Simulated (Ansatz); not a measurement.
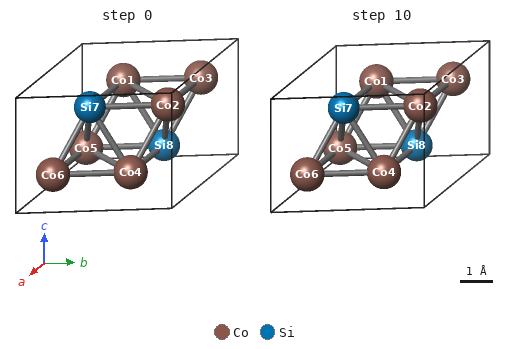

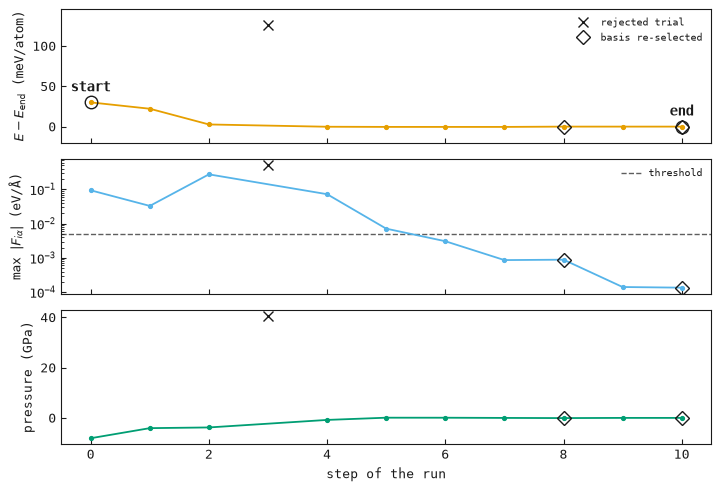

First and last geometry of a relaxation of crystalline Co3Si (set up in P6_3/mmc), with the history of the run. Style: ball-and-stick. Shown: the cell of the calculation, from a free direction.

Computed with DFT PBEsol, scalar-relativistic, plane waves, PAW (Ansatz). Settings: plane-wave cutoff 420 eV; k-point mesh 12 × 12 × 10; occupations gaussian; smearing width 0.1 eV; collinear spin; cell and atoms relaxed; force threshold 0.005 eV/Å; at most 80 steps.

Question: Read the history and describe the run.

Answer: It converged. The largest moves relative to the cell, 0.009 Å, are those of Co1, Co2, Co3, Co4, Co5 and Co6. Co1 goes along [−1 −2 0]. Si stays in place. The volume changes by −5.1 %, with a = b 4.976 → 4.889 Å (−1.8 %), c 3.973 → 3.904 Å (−1.7 %). Some distances before and after: Co1–Co2 2.500 → 2.441 Å, Co1–Co5 2.456 → 2.408 Å, Co1–Si7 2.488 → 2.445 Å, Co1–Si8 2.447 → 2.410 Å. The space group stays P6_3/mmc (No. 194). The energy falls by 30.1 meV per atom in 7 accepted moves (10 points after the start). The largest force component goes from 0.094 to 0.00014 eV/Å. Pressure: −8.09 GPa at the start and 0.00 GPa at the end. The line search rejected the trial step at point 3 of the run. The SCF was repeated twice at an unchanged geometry on a basis and grid sized afresh for the cell, which shifted the energy by 0.4 meV per atom at most. The program noted that the starting moments weren't kept.
